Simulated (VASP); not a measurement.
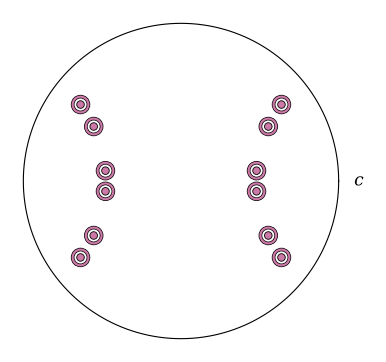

Stereographic projection: filled dots lie in the upper hemisphere, open rings in the lower. The a axis points at the viewer. The poles are all faces of one general form. Computed from the symmetry operations of a computed or model structure of composition C.

Q: Which point group is this?

A: 6/mmm (D6h), order 24, hexagonal system: one sixfold axis, six twofold axes, seven mirror planes, an inversion centre.

Q: Can such a crystal be piezoelectric, pyroelectric or chiral?

A: It is centrosymmetric, so neither piezoelectric nor pyroelectric; it is not chiral.
